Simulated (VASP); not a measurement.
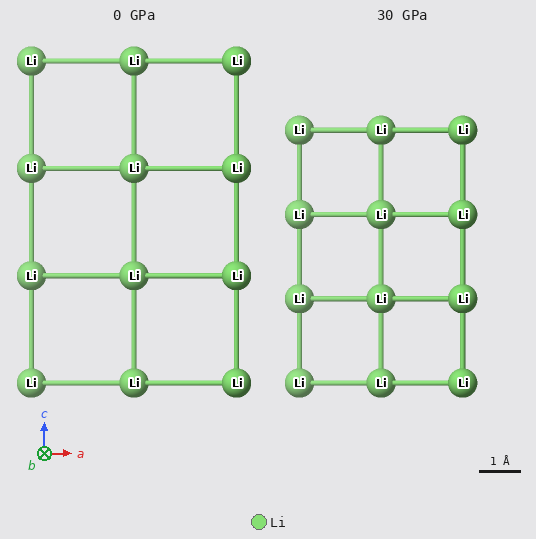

Crystalline Li (a generated structure, set up in P6/mmm), relaxed (cell and atoms) at several target pressures. The picture shows the first and the last member. Style: ball-and-stick. Shown: the cell of the calculation, repeated 2 × 1 × 3 with one cell outlined, along the b axis.

Computed with VASP 6.6.1: PBE, VASP PAW PBE potentials, recommended. (plane-wave cutoff 600 eV; k-point mesh 10 × 10 × 10; occupations fermi-dirac; smearing width 0.05 eV; no spin polarisation)

```tsv
pressure (GPa)	volume (Å³/atom)	a (Å)	c (Å)
0	19.936	2.939	2.665
2	17.582	2.823	2.547
5	15.506	2.708	2.442
10	13.504	2.589	2.326
20	?	?	?
30	9.913	2.339	2.092
```

### Estimate the missing row from the others, and compare with the calculation.

Murnaghan's form V = V₀(1 + B′P/B₀)^(−1/B′), with V₀ = 19.936 Å³ from the row at zero pressure, fits the other rows with B₀ = 13.7 GPa and B′ = 2.85 (largest miss 0.070 Å³). At 20 GPa it gives 19.936 × (1 + 2.85 × 20/13.7)^(−1/2.85) = 11.209 Å³ per atom. The calculation gives 11.258 Å³/atom (a = 2.440 Å, c = 2.184 Å). The estimate is 0.049 Å³/atom too low. From the first member to the last: Li–Li 2.939 → 2.339 Å, Li–Li 2.665 → 2.092 Å.

The whole series:

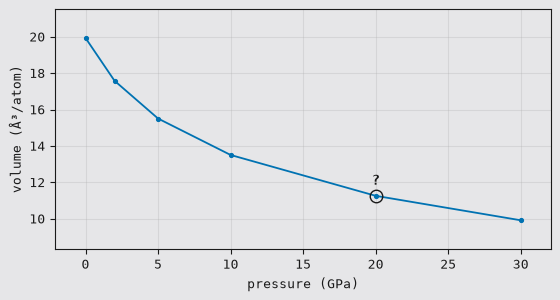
